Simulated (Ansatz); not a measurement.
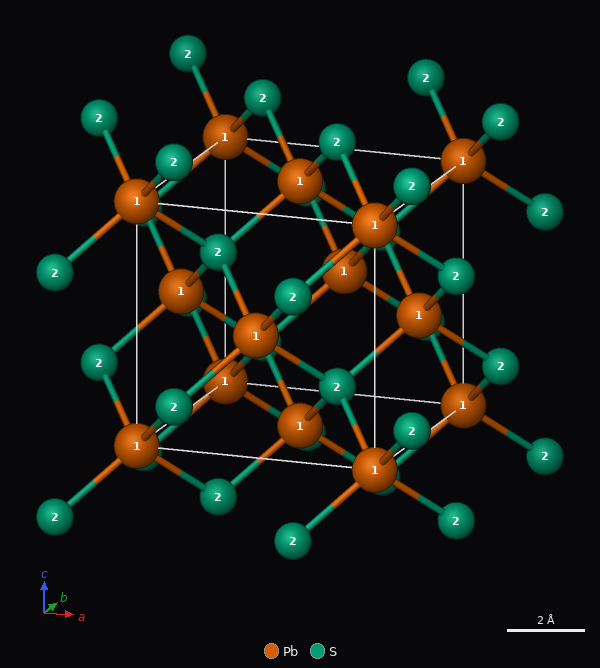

The starting point is crystalline PbS (built on the zincblende type). Style: ball-and-stick. Shown: the conventional cell (4 times the calculation's cell), slightly off an axis. Lengths and directions refer to the drawn axes.

These are results of DFT r2SCAN, scalar-relativistic, plane waves, PAW in Ansatz 0.2.0, not measurements. Settings: plane-wave cutoff 500 eV; k-point mesh 6 × 6 × 6; occupations gaussian; smearing width 0.05 eV; no spin polarisation.

Change: All lengths are scaled by −1.4 % (volume −4.0 %), the atoms keeping their fractional coordinates. No relaxation follows.

Q: What is the effect?

A: It costs 7.4 meV per atom. The pressure goes from 0.0 to 1.7 GPa. All forces vanish by symmetry. Some distances before and after: Pb–S 2.859 → 2.820 Å. The space group stays F-43m (No. 216).

Drawn alike, the variant:

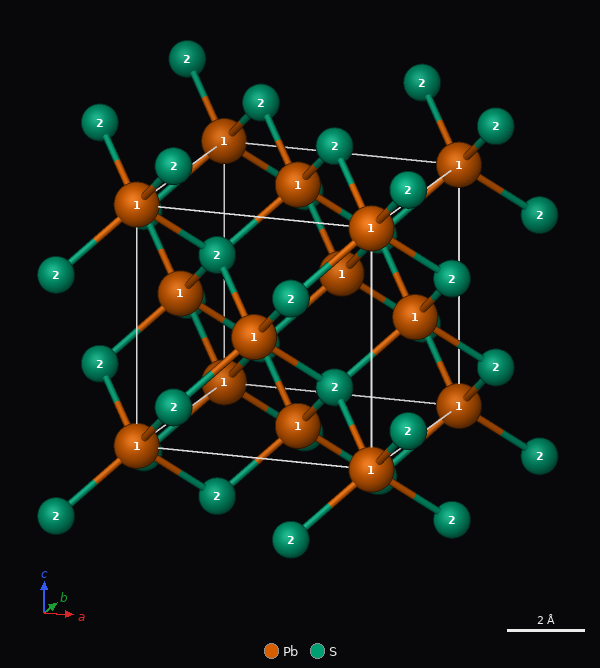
